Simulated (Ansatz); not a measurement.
## Geometry relaxation of Al2Ru (part 1 of 2)

Al2Ru (P1, 3 atoms in the cell), computed with DFT PBEsol, scalar-relativistic, plane waves, PAW, no spin polarisation (Ansatz 0.2.0).

The structure derives from a Materials Project entry. It belongs to a series of runs on one base structure; here: cure: more steps.

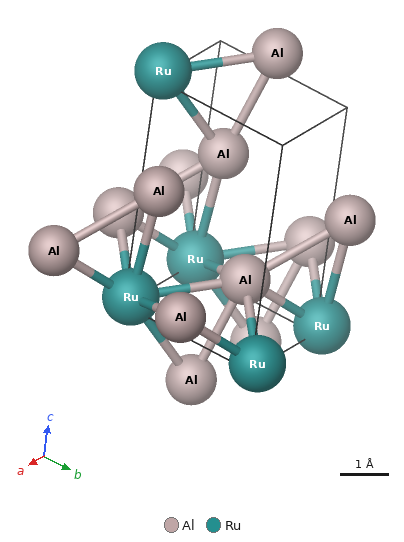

**Figure 1.** The structure as given in the input (ball-and-stick view of the cell of the calculation, set on other vectors, seen slightly off an axis; bonded neighbours outside the cell are drawn too). An atom can appear more than once, as a periodic image.

### Key numbers

| quantity | value |
| --- | --- |
| outcome | converged |
| space group (tolerance 0.01 Å) | P1 (1) → I4/mmm (139) |
| electrons treated | 22 |
| free energy | −6867.5730 eV |
| Fermi energy | 14.063 eV |
| gap on the k-point mesh | none (metallic) |
| pressure | 0.01 GPa |
| final volume | 41.03 Å³ |
| largest force (length of the vector) at the end | 0.005 eV/Å |
| final cell | a = 4.754 Å, b = 4.755 Å, c = 4.754 Å, α = 141.67°, β = 141.67°, γ = 55.32° |
| hardware | 1 thread of Arm Neoverse V1, 24 GiB of memory available, shared host |
| wall time | 4.1 min |
| peak memory | 0.59 GiB |

### Input file
```yaml
crystal:
  lattice:
    - [-1.56042162, 1.56042162, 4.22180559]
    - [1.56042162, -1.56042162, 4.22180559]
    - [1.56042162, 1.56042162, -4.22180559]
  atoms:
    - { symbol: Al, position: [0.6642385212, 0.6812040265, 0.1034085016] }
    - { symbol: Al, position: [0.2802211979, 0.301525907, -0.0708641331] }
    - { symbol: Ru, position: [0.0518818074, 0.0412889164, 0.047278825] }
basis:
  ecutwfc: 420
kpoints:
  mp_grid: { grid: [10, 10, 10] }
hamiltonian:
  xc: pbesol
scf:
  occupations: { method: gaussian, width: 0.1 }
output:
  forces: true
  stress: true
  eigenvalues: true
relax:
  adjacent_minimum: "off"
  f_tol: 0.005
  max_steps: 100
  cell: { stress_tol: 0.05 }
```

Command:
```bash
ansatz run input.yaml --threads 1 --pin off --max-ram 2560MiB --backend cpu --events-out ev --progress --plain --runs-dir out
```

### Log
```
basis.fft_grid_basis auto: the FFT boxes are laid along the combinations [[1, 0, 1], [0, 1, 1], [0, 0, 1]] of the cell's own vectors, 3.121, 3.121 and 4.764 Å long. The dense box has 24×24×32 points. Along the cell's own vectors, as sized, it would have 32×32×32, 1.78 times as many. basis.fft_grid_basis: typed keeps the cell's own vectors: state it where this run's energies or levels are differenced outside the engine with another run's, or held beside a run that keeps those vectors.
Engine: ansatz 0.2.0, aarch64-unknown-linux-gnu
Pseudopotentials: kind: paw
Pseudopotential: Al, paw, valence charge 3, recommended cutoff 420 eV (normal), Al.paw.azcp
Pseudopotential: Ru, paw, valence charge 16, recommended cutoff 420 eV (normal), Ru.paw.azcp
Functional definition: PBEsol
  exchange = pbesol_x
  correlation = pbesol_c
Crystal: 3 atoms, lattice volume = 41.119 Å³
Basis set: ecut = 420 eV, 795 PW (Γ), FFT grids on a1+a3, a2+a3, a3, exchange–correlation on 48×48×64 points (8 copies of the dense FFT grid, shifted against one another)
Bands: 15, of which v1, the nominal top of the filled ones, is band 11 counted from 1 (10 counted from 0)
Symmetry: 1 space group operations
Space group: P1 (ITA 1), of the structure as read, at distance tolerance 3.5e-5 Å
k-points: 504 of 1000 (time reversal used)
Non-local potential: Al, projectors of the file, l = 0: 2, l = 1: 2, l = 2: 1
Non-local potential: Ru, projectors of the file, l = 0: 3, l = 1: 2, l = 2: 2, l = 3: 1
PAW form: soft (Blöchl's): semilocal exchange-correlation on the pseudo side does not see the compensation charge
PAW frozen core: Al, regenerated for the run's functional, and the local potential with it (the file was generated under x = pbe(κ = 0.804, μ = 0.2195149727645171), c = pbe(β = 0.06672455060314922))
PAW frozen core: Ru, regenerated for the run's functional, and the local potential with it (the file was generated under x = pbe(κ = 0.804, μ = 0.2195149727645171), c = pbe(β = 0.06672455060314922))
PAW one-centre angular grid: Al, 110 points (default); XC on 64 Gauss nodes
PAW one-centre angular grid: Ru, 590 points (default); XC on 64 Gauss nodes
Initial density: superposition of atomic densities (neutral atoms: chi_scale 0, normalization atom), corrected by the library's trained network
Initial wavefunctions: pseudopotential atomic-orbital guess
Functional: x = pbesol(κ = 0.804, μ = 0.12345679012345678), c = pbesol(β = 0.046)
SCF iter   1: F=—  HF=-6866.364697 eV  |F-HF|=—  |Δ(HF+E_count)|=         —  Δρ=1.06e-2  dr2=6.40e-2  ethr=1.77e-3  ⟨swp⟩=5.2  Hψ=41856  notcnv=0
preconditioner: auto → Kerker (q_TF=auto, 2.458 Å⁻¹)  [metal: Δε(μ)=0.004 eV  Ē_g=7.479 eV  σ=0.100 eV  W_gap=0.02  n_scr=10 (ndim 8)  ℏωp=21.7 eV  f_vac=0.000  D(μ)=0.83/eV (n_scr^D=2)]
SCF iter   2: F=—  HF=-6866.355488 eV  |F-HF|=—  |Δ(HF+E_count)|=   9.21e-3  Δρ=4.56e-3  dr2=1.37e-2  ethr=2.91e-4  ⟨swp⟩=1.0  Hψ=11592  notcnv=0
SCF iter   3: F=—  HF=-6866.353226 eV  |F-HF|=—  |Δ(HF+E_count)|=   2.26e-3  Δρ=8.38e-4  dr2=3.32e-4  ethr=6.21e-5  ⟨swp⟩=1.9  Hψ=10046  notcnv=0
SCF iter   4: F=—  HF=-6866.353140 eV  |F-HF|=—  |Δ(HF+E_count)|=   8.59e-5  Δρ=1.44e-4  dr2=1.15e-5  ethr=1.51e-6  ⟨swp⟩=2.5  Hψ=12918  notcnv=0
SCF iter   5: F=—  HF=-6866.353156 eV  |F-HF|=—  |Δ(HF+E_count)|=   1.54e-5  Δρ=2.63e-5  dr2=2.31e-7  ethr=5.24e-8  ⟨swp⟩=2.3  Hψ=11559  notcnv=0
SCF iter   6: F=-6866.353155 eV  HF=-6866.353155 eV  |F-HF|=2.21e-8  |Δ(HF+E_count)|=   7.36e-8  Δρ=8.84e-6  dr2=3.38e-8  ethr=4.55e-10  ⟨swp⟩=5.0  Hψ=35792  notcnv=0
SCF 1 converged in 6 iterations: F = -6866.353155 eV  dr2 = 3.38e-8
  greatest PAW one-centre occupation: 0.999 electrons in one spin orbital (limit 2), on the Ru atom at site 2 (counted from 0), in its partial waves of l = 0
relax step   1: F+E_penalty+E_count = -6866.35315544 eV  Δ(F+E_penalty+E_count) = +0.000e0 eV  max|allowed force component| = 3.340e0 eV/Å  Δτ_max = 0.0000 Å  P = +16.112 GPa  Ω = 41.119 Å³  (6 SCF iters, dr2 threshold 1.00e-7 eV, accepted)
Crystal: 3 atoms, lattice volume = 40.572 Å³
Basis set: ecut = 420 eV, 793 PW (Γ), FFT grids on a1+a3, a2+a3, a3, exchange–correlation on 48×48×64 points (8 copies of the dense FFT grid, shifted against one another)
Initial density: handed on by an earlier stage of this run
Initial wavefunctions: those handed on with the density
iter 1 solved again at ethr=1.51e-3 eV; its pass at ethr=3.10e-3 eV (dr2=3.33e-1 eV) is discarded
SCF iter   1: F=—  HF=-6867.384933 eV  |F-HF|=—  |Δ(HF+E_count)|=         —  Δρ=3.00e-2  dr2=3.34e-1  ethr=1.51e-3  ⟨swp⟩=1.0  Hψ=47887  notcnv=0
preconditioner: auto → none  [insulator: Δε(μ)=0.100 eV  Ē_g=7.403 eV  σ=0.100 eV  W_gap=0.51  n_scr=10 (ndim 8)  ℏωp=21.8 eV  f_vac=0.000  D(μ)=0.10/eV (n_scr^D=0)  ε∞_Penn≈9.7]
SCF iter   2: F=—  HF=-6867.315734 eV  |F-HF|=—  |Δ(HF+E_count)|=   6.92e-2  Δρ=1.15e-2  dr2=2.40e-2  ethr=1.51e-3  ⟨swp⟩=2.9  Hψ=12124  notcnv=0
SCF iter   3: F=—  HF=-6867.311280 eV  |F-HF|=—  |Δ(HF+E_count)|=   4.45e-3  Δρ=2.79e-3  dr2=9.25e-4  ethr=1.09e-4  ⟨swp⟩=1.9  Hψ=10982  notcnv=0
SCF iter   4: F=—  HF=-6867.311297 eV  |F-HF|=—  |Δ(HF+E_count)|=   1.69e-5  Δρ=5.70e-4  dr2=2.39e-4  ethr=4.21e-6  ⟨swp⟩=2.0  Hψ=10968  notcnv=0
SCF iter   5: F=—  HF=-6867.311237 eV  |F-HF|=—  |Δ(HF+E_count)|=   5.98e-5  Δρ=1.65e-4  dr2=6.18e-6  ethr=1.09e-6  ⟨swp⟩=2.0  Hψ=10859  notcnv=0
SCF iter   6: F=-6867.311236 eV  HF=-6867.311236 eV  |F-HF|=3.71e-8  |Δ(HF+E_count)|=   9.24e-7  Δρ=4.36e-5  dr2=2.49e-7  ethr=1.36e-9  ⟨swp⟩=3.5  Hψ=33877  notcnv=0
SCF 2 converged in 6 iterations: F = -6867.311236 eV  dr2 = 2.49e-7
relax step   2: F+E_penalty+E_count = -6867.31123580 eV  Δ(F+E_penalty+E_count) = -9.581e-1 eV  max|allowed force component| = 1.785e0 eV/Å  Δτ_max = 0.1926 Å  P = +5.793 GPa  Ω = 40.572 Å³  energy of the carried Pulay correction = +2.045e-4 eV  (6 SCF iters, dr2 threshold 3.00e-7 eV, accepted)
Crystal: 3 atoms, lattice volume = 41.208 Å³
iter 1 solved again at ethr=6.45e-4 eV; its pass at ethr=3.10e-3 eV (dr2=1.42e-1 eV) is discarded
SCF iter   1: F=—  HF=-6867.600694 eV  |F-HF|=—  |Δ(HF+E_count)|=         —  Δρ=2.29e-2  dr2=1.42e-1  ethr=6.45e-4  ⟨swp⟩=1.0  Hψ=48335  notcnv=0
preconditioner: auto → none  [insulator: Δε(μ)=0.160 eV  Ē_g=7.307 eV  σ=0.100 eV  W_gap=0.62  n_scr=10 (ndim 8)  ℏωp=21.6 eV  f_vac=0.000  D(μ)=0.20/eV (n_scr^D=0)  ε∞_Penn≈9.8]
SCF iter   2: F=—  HF=-6867.559524 eV  |F-HF|=—  |Δ(HF+E_count)|=   4.12e-2  Δρ=1.02e-2  dr2=1.50e-2  ethr=6.45e-4  ⟨swp⟩=2.0  Hψ=12802  notcnv=0
SCF iter   3: F=—  HF=-6867.556747 eV  |F-HF|=—  |Δ(HF+E_count)|=   2.78e-3  Δρ=4.08e-3  dr2=3.48e-3  ethr=6.80e-5  ⟨swp⟩=2.4  Hψ=11573  notcnv=0
SCF iter   4: F=—  HF=-6867.556056 eV  |F-HF|=—  |Δ(HF+E_count)|=   6.91e-4  Δρ=1.16e-3  dr2=1.10e-4  ethr=1.58e-5  ⟨swp⟩=2.0  Hψ=10718  notcnv=0
SCF iter   5: F=—  HF=-6867.556060 eV  |F-HF|=—  |Δ(HF+E_count)|=   3.74e-6  Δρ=1.25e-4  dr2=1.67e-6  ethr=5.00e-7  ⟨swp⟩=2.2  Hψ=12991  notcnv=0
SCF iter   6: F=-6867.556060 eV  HF=-6867.556060 eV  |F-HF|=6.03e-8  |Δ(HF+E_count)|=   3.45e-7  Δρ=2.16e-5  dr2=1.09e-7  ethr=1.36e-9  ⟨swp⟩=5.1  Hψ=34879  notcnv=0
SCF 3 converged in 6 iterations: F = -6867.556060 eV  dr2 = 1.09e-7
relax step   3: F+E_penalty+E_count = -6867.55605995 eV  Δ(F+E_penalty+E_count) = -2.448e-1 eV  max|allowed force component| = 2.189e-2 eV/Å  Δτ_max = 0.1361 Å  P = -0.613 GPa  Ω = 41.208 Å³  energy of the carried Pulay correction = -3.287e-5 eV  (6 SCF iters, dr2 threshold 3.00e-7 eV, accepted)
Crystal: 3 atoms, lattice volume = 40.805 Å³
iter 1 solved again at ethr=3.07e-5 eV; its pass at ethr=3.10e-3 eV (dr2=6.74e-3 eV) is discarded
SCF iter   1: F=—  HF=-6867.570889 eV  |F-HF|=—  |Δ(HF+E_count)|=         —  Δρ=3.57e-3  dr2=6.63e-3  ethr=3.07e-5  ⟨swp⟩=2.0  Hψ=50717  notcnv=0
preconditioner: auto → none  [insulator: Δε(μ)=0.212 eV  Ē_g=7.367 eV  σ=0.100 eV  W_gap=0.71  n_scr=10 (ndim 8)  ℏωp=21.8 eV  f_vac=0.000  D(μ)=0.19/eV (n_scr^D=0)  ε∞_Penn≈9.7]
SCF iter   2: F=—  HF=-6867.569692 eV  |F-HF|=—  |Δ(HF+E_count)|=   1.20e-3  Δρ=1.30e-3  dr2=4.66e-4  ethr=3.02e-5  ⟨swp⟩=1.7  Hψ=9577  notcnv=0
SCF iter   3: F=—  HF=-6867.569611 eV  |F-HF|=—  |Δ(HF+E_count)|=   8.14e-5  Δρ=3.47e-4  dr2=3.68e-5  ethr=2.12e-6  ⟨swp⟩=2.5  Hψ=10828  notcnv=0
SCF iter   4: F=—  HF=-6867.569601 eV  |F-HF|=—  |Δ(HF+E_count)|=   1.00e-5  Δρ=1.08e-4  dr2=4.87e-6  ethr=1.67e-7  ⟨swp⟩=2.0  Hψ=10832  notcnv=0
iter 5 did not close the SCF: its close was put off for the readings that it lacked (scf_convergence_deferred on its scf_iter line)
SCF iter   5: F=-6867.569599 eV  HF=-6867.569599 eV  |F-HF|=4.35e-9  |Δ(HF+E_count)|=   1.10e-6  Δρ=2.49e-5  dr2=6.87e-8  ethr=2.22e-8  ⟨swp⟩=2.0  Hψ=10774  notcnv=0
SCF iter   6: F=-6867.569599 eV  HF=-6867.569599 eV  |F-HF|=7.09e-10  |Δ(HF+E_count)|=   8.68e-9  Δρ=3.13e-6  dr2=1.88e-9  ethr=3.12e-10  ⟨swp⟩=2.0  Hψ=27442  notcnv=0
SCF 4 converged in 6 iterations: F = -6867.569599 eV  dr2 = 1.88e-9
relax step   4: F+E_penalty+E_count = -6867.56959950 eV  Δ(F+E_penalty+E_count) = -1.354e-2 eV  max|allowed force component| = 1.452e-1 eV/Å  Δτ_max = 0.0142 Å  P = +1.009 GPa  Ω = 40.805 Å³  energy of the carried Pulay correction = +1.172e-4 eV  (6 SCF iters, dr2 threshold 3.00e-7 eV, accepted)
Crystal: 3 atoms, lattice volume = 41.151 Å³
iter 1 solved again at ethr=1.42e-5 eV; its pass at ethr=3.10e-3 eV (dr2=3.12e-3 eV) is discarded
SCF iter   1: F=—  HF=-6867.572628 eV  |F-HF|=—  |Δ(HF+E_count)|=         —  Δρ=3.07e-3  dr2=3.10e-3  ethr=1.42e-5  ⟨swp⟩=2.9  Hψ=45382  notcnv=0
preconditioner: auto → none  [insulator: Δε(μ)=0.132 eV  Ē_g=7.331 eV  σ=0.100 eV  W_gap=0.62  n_scr=10 (ndim 8)  ℏωp=21.7 eV  f_vac=0.000  D(μ)=0.24/eV (n_scr^D=0)  ε∞_Penn≈9.7]
SCF iter   2: F=—  HF=-6867.571948 eV  |F-HF|=—  |Δ(HF+E_count)|=   6.80e-4  Δρ=1.30e-3  dr2=2.81e-4  ethr=1.41e-5  ⟨swp⟩=2.2  Hψ=10727  notcnv=0
SCF iter   3: F=—  HF=-6867.571892 eV  |F-HF|=—  |Δ(HF+E_count)|=   5.63e-5  Δρ=3.84e-4  dr2=4.42e-5  ethr=1.28e-6  ⟨swp⟩=2.3  Hψ=10661  notcnv=0
SCF iter   4: F=—  HF=-6867.571882 eV  |F-HF|=—  |Δ(HF+E_count)|=   1.01e-5  Δρ=1.25e-4  dr2=2.14e-6  ethr=2.01e-7  ⟨swp⟩=2.0  Hψ=10782  notcnv=0
iter 5 did not close the SCF: its close was put off for the readings that it lacked (scf_convergence_deferred on its scf_iter line)
SCF iter   5: F=-6867.571881 eV  HF=-6867.571881 eV  |F-HF|=2.55e-9  |Δ(HF+E_count)|=   1.93e-7  Δρ=1.81e-5  dr2=3.15e-8  ethr=9.72e-9  ⟨swp⟩=2.2  Hψ=10494  notcnv=0
SCF iter   6: F=-6867.571881 eV  HF=-6867.571881 eV  |F-HF|=3.09e-11  |Δ(HF+E_count)|=   6.14e-9  Δρ=2.99e-6  dr2=8.99e-10  ethr=1.43e-10  ⟨swp⟩=1.7  Hψ=23067  notcnv=0
SCF 5 converged in 6 iterations: F = -6867.571881 eV  dr2 = 8.99e-10
relax step   5: F+E_penalty+E_count = -6867.57188134 eV  Δ(F+E_penalty+E_count) = -2.282e-3 eV  max|allowed force component| = 1.194e-1 eV/Å  Δτ_max = 0.0201 Å  P = -0.405 GPa  Ω = 41.151 Å³  energy of the carried Pulay correction = -1.171e-5 eV  (6 SCF iters, dr2 threshold 3.00e-7 eV, accepted)
Crystal: 3 atoms, lattice volume = 41.029 Å³
iter 1 solved again at ethr=1.91e-6 eV; its pass at ethr=3.10e-3 eV (dr2=4.21e-4 eV) is discarded
SCF iter   1: F=—  HF=-6867.573139 eV  |F-HF|=—  |Δ(HF+E_count)|=         —  Δρ=1.13e-3  dr2=4.21e-4  ethr=1.91e-6  ⟨swp⟩=2.0  Hψ=44746  notcnv=0
preconditioner: auto → none  [insulator: Δε(μ)=0.185 eV  Ē_g=7.339 eV  σ=0.100 eV  W_gap=0.74  n_scr=10 (ndim 8)  ℏωp=21.7 eV  f_vac=0.000  D(μ)=0.21/eV (n_scr^D=0)  ε∞_Penn≈9.7]
SCF iter   2: F=—  HF=-6867.573043 eV  |F-HF|=—  |Δ(HF+E_count)|=   9.62e-5  Δρ=4.68e-4  dr2=3.70e-5  ethr=1.91e-6  ⟨swp⟩=2.4  Hψ=10698  notcnv=0
SCF iter   3: F=—  HF=-6867.573028 eV  |F-HF|=—  |Δ(HF+E_count)|=   1.49e-5  Δρ=1.54e-4  dr2=7.00e-6  ethr=1.68e-7  ⟨swp⟩=2.2  Hψ=10850  notcnv=0
iter 4 did not close the SCF: its close was put off for the readings that it lacked (scf_convergence_deferred on its scf_iter line)
SCF iter   4: F=-6867.573026 eV  HF=-6867.573026 eV  |F-HF|=5.90e-8  |Δ(HF+E_count)|=   1.64e-6  Δρ=5.04e-5  dr2=2.67e-7  ethr=3.18e-8  ⟨swp⟩=2.0  Hψ=10769  notcnv=0
iter 5 did not close the SCF: its close was put off for the readings that it lacked (scf_convergence_deferred on its scf_iter line)
SCF iter   5: F=-6867.573026 eV  HF=-6867.573026 eV  |F-HF|=4.00e-11  |Δ(HF+E_count)|=   9.08e-9  Δρ=6.42e-6  dr2=4.16e-9  ethr=1.21e-9  ⟨swp⟩=2.5  Hψ=11966  notcnv=0
SCF iter   6: F=-6867.573026 eV  HF=-6867.573026 eV  |F-HF|=1.27e-11  |Δ(HF+E_count)|=  6.13e-10  Δρ=9.08e-7  dr2=9.38e-11  ethr=1.89e-11  ⟨swp⟩=1.1  Hψ=22168  notcnv=0
SCF 6 converged in 6 iterations: F = -6867.573026 eV  dr2 = 9.38e-11
```
